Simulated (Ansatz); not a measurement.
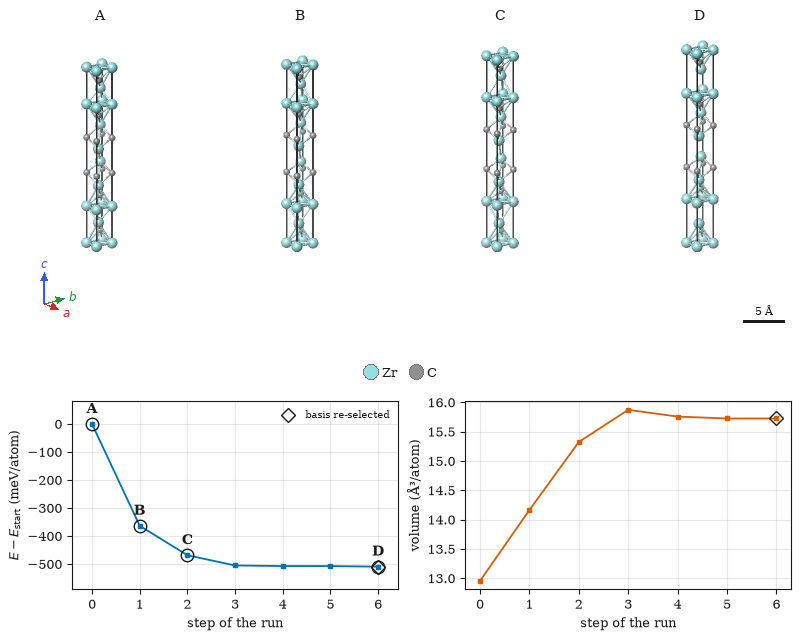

Frames of a relaxation of crystalline Zr₃C₂ (built on the tetradymite_166 type) (coarse preliminary run), marked on the history of the run. A ball-and-stick model of the conventional cell (3 times the calculation's cell), seen slightly off an axis. Lengths and directions refer to the drawn axes.

Case: anti-tetradymite type (R-3m, No. 166).

The calculation used Ansatz, DFT r2SCAN, scalar-relativistic, plane waves, PAW.

Input
```yaml
crystal:
  lattice:
    - [1.5919324627, 0.9191026358, 7.3794144812]
    - [-1.5919324627, 0.9191026358, 7.3794144812]
    - [0.0, -1.8382052717, 7.3794144812]
  atoms:
    - { symbol: Zr, position: [0.0, 0.0, 0.0] }
    - { symbol: Zr, position: [0.2095, 0.2095, 0.2095] }
    - { symbol: Zr, position: [0.7905, 0.7905, 0.7905] }
    - { symbol: C, position: [0.4, 0.4, 0.4] }
    - { symbol: C, position: [0.6, 0.6, 0.6] }
basis:
  ecutwfc: 500
kpoints:
  mp_grid: { grid: [6, 6, 6] }
hamiltonian:
  xc: r2scan
scf:
  occupations: { method: gaussian, width: 0.1 }
  lower_state_search: "off"
output:
  forces: true
  stress: true
  eigenvalues: true
relax:
  adjacent_minimum: "off"
  f_tol: 0.04
  max_steps: 70
  cell: { stress_tol: 0.4 }
```

Launched with:
```bash
ansatz run input.yaml --threads 1 --pin off --max-ram 2560MiB --backend cpu --events-out ev --progress --plain --runs-dir out
```

Question: What happens along the run?

Answer: After 5 accepted moves (6 points after the start) the energy has fallen by 509 meV per atom. Largest force component: 5.1 eV/Å at the start, 0.0015 eV/Å at the end. The pressure goes from 24.60 to 0.03 GPa. The SCF was repeated once at an unchanged geometry on a basis and grid sized afresh for the cell, which shifted the energy by 2.0 meV per atom at most. The largest moves relative to the cell, 0.41 Å, are those of Zr2 and Zr3. Zr3 goes along −c. By element the largest moves are Zr 0.41 Å, C 0.21 Å. The volume changes by +21.4 %, with a = b 3.184 → 3.344 Å (+5.0 %), c 22.138 → 24.363 Å (+10.0 %). Near-neighbour distances that change, for instance: Zr2–Zr3 2.641 → 3.497 Å, Zr1–Zr1 3.184 → 3.344 Å, Zr1–Zr2 3.301 → 3.240 Å, Zr2–C5 2.232 → 2.268 Å. Bonds break: Zr2–Zr3 (2.64 → 3.50 Å). Among the angles between lasting bonds that change: Zr3–C4–Zr3 91.0° → 95.0°, Zr1–C4–Zr3 91.9° → 88.1°, Zr1–C4–Zr1 85.0° → 88.7°. The space group stays R-3m (No. 166). Cost: 61 s on 1 thread of Arm Neoverse V2, with other jobs on the host, peak memory 0.56 GiB. From step 0 to 1: Zr atoms move most (0.20 Å), volume +9.3 %, energy −363 meV per atom. From step 1 to 2: Zr atoms move most (0.08 Å), volume +8.2 %, energy −105 meV per atom. From step 2 to 6: Zr atoms move most (0.12 Å), volume +2.6 %, energy −40.7 meV per atom.

```tsv
step	E − E(0), meV/atom	largest force component, eV/Å	pressure, GPa	volume, Å³/atom	note
0	0.00	5.1054	24.60	12.957	
1	-363.01	1.0849	11.93	14.165	
2	-468.20	1.1302	0.29	15.326	
3	-504.69	0.1611	-1.11	15.875	
4	-506.70	0.0658	-0.44	15.759	
5	-506.87	0.0016	-0.04	15.727	
6	-508.90	0.0015	0.03	15.727	same geometry, new basis
```
